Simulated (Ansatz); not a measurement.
**Ta2Si: densities and their changes**

Space group I4/mcm; the calculation finds a residual pressure of about −3 GPa at this fixed cell. The cell comes from a database of computed structures, not from a measurement.

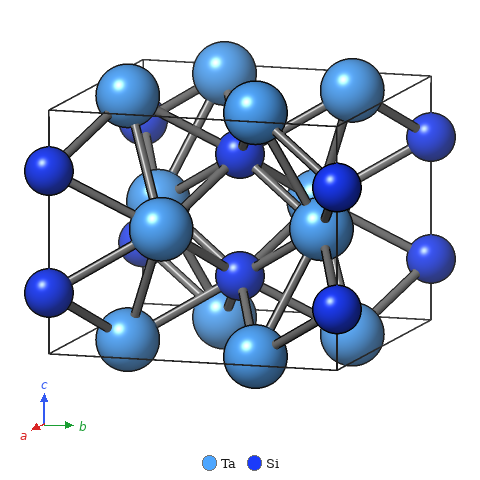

The conventional cell.

```
Ta Si
1.0
     6.17553    0.00000    0.00000
     0.00000    6.17553    0.00000
     0.00000    0.00000    5.04728
Ta Si
8 4
Direct
  0.33641 0.16359 0.50000
  0.83641 0.66359 0.00000
  0.33641 0.83641 0.00000
  0.83641 0.33641 0.50000
  0.16359 0.33641 0.00000
  0.66359 0.83641 0.50000
  0.66359 0.16359 0.00000
  0.16359 0.66359 0.50000
  0.00000 0.00000 0.25000
  0.50000 0.50000 0.75000
  0.00000 0.00000 0.75000
  0.50000 0.50000 0.25000
```

Level of theory: DFT PBEsol, scalar-relativistic, plane waves, PAW (Ansatz).

Core electrons are frozen (PAW), so the maps are meaningful between the atoms, not at the nuclei.

## 1. Bonding charge

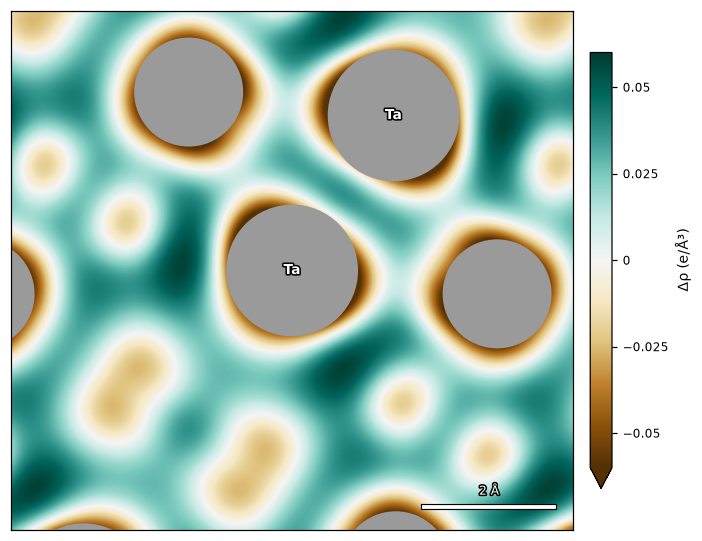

Deformation density (self-consistent density less superposed neutral spherical atoms): a map on the (111) plane of the conventional cell, with grey discs over the atomic cores. Cores are masked to 1.0 Å (Ta) and 0.8 Å (Si).

Describe the bonding charge.

Answer. Si–Si (2.52 Å): Δρ is +0.03 e/Å³ at the midpoint (this contact isn't in the plane drawn). Si–Ta (2.63 Å): Δρ is +0.011 e/Å³ at the midpoint, so little or no bond charge builds up halfway (this contact isn't in the plane drawn). Ta–Ta (2.86 Å): Δρ is +0.04 e/Å³ at the midpoint. Over the whole cell, outside the masked cores, the largest gain, 0.06 e/Å³, lies 1.2 Å from a silicon nucleus and 1.7 Å from a tantalum one, and the largest loss lies at the edge of the masked core of Ta. In all about 0.24 e an atom is rearranged against the free atoms. Bader charges: Ta +0.57 and Si −1.14 e. Among metals such charges hang on how the charge between the atoms is shared out.

## 2. States by energy

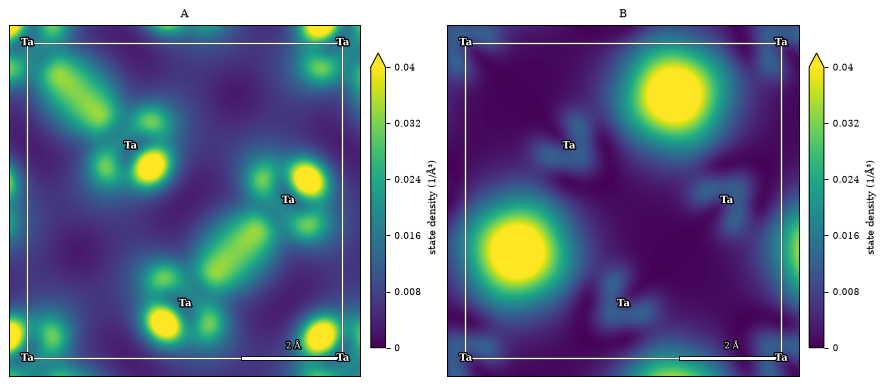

Ta2Si: densities of the states in two energy windows, on the (001) plane of the conventional cell.

Match the panels to the energy ranges (zero at the Fermi level): −12.1 to −8.0 eV and −0.25 to +0.25 eV.

Answer. Panel A: −0.25 to +0.25 eV, the states at the Fermi level, mainly Ta 5d (90 %).
Panel B: −12.1 to −8.0 eV, the lower third of the occupied valence band, mainly Si 3s (45 %), Ta 5d (20 %) and Ta 6s (15 %).
The characters are Löwdin shares on a minimal set of atomic orbitals.

## 3. Change of volume

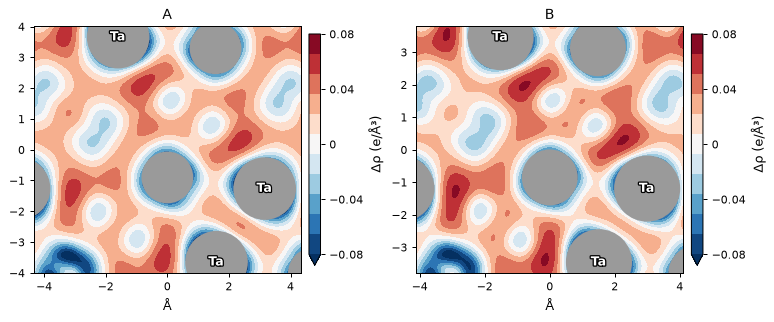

Ta2Si: deformation density on the (111) plane of the conventional cell at two volumes, with the same fractional coordinates and one colour scale. Grey discs cover the cores.

Which panel is the larger cell, by how much, and what changes?

Answer. A is the larger cell: B has 85 % of the volume of A. The pressure is −3 GPa in A and 46 GPa in B. The rearranged charge is 0.24 e an atom in A and 0.21 e in B. The scaled cell isn't relaxed: forces reach 0.6 eV/Å.

## 4. Moving an atom

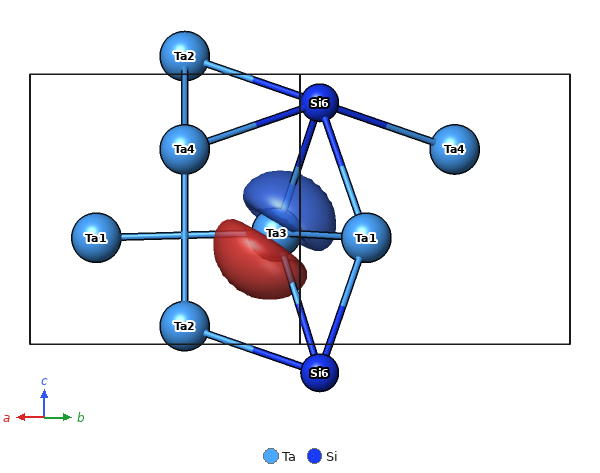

Ta2Si: one atom of the 6-atom cell (and its periodic copies) was moved a little. Density after less density before, blue at +0.2 and red at −0.2 e/Å³, seen along [110]; cell a = 5.04 Å, b = 5.04 Å, c = 5.04 Å, α = 104.50°, β = 104.50°, γ = 119.95°. The lobes lie largely inside the PAW sphere, where the density is a smoothed one.

Find the displaced atom and its direction.

Answer. Ta3 moved towards the blue lobe, up and to the right in the picture. In the run the shift was 0.10 Å roughly along [0 1 1] in the axes of the cell drawn.

How much does the computed force on the atom change?

Answer. The force on it changes by 1.53 eV/Å along the move, against it: a stiffness of about 15 eV/Å² for this sublattice shift.

## 5. Putting it together

The two pressures give a mean stiffness −ΔP/Δln V of about 301 GPa over this range, with the atoms held at their fractional positions.

Run times: 47 s (base cell), 21 s (state densities), 52 s (scaled cell) and 2.3 min (moved atom), on 2 threads of Arm Neoverse V1 (shared host).
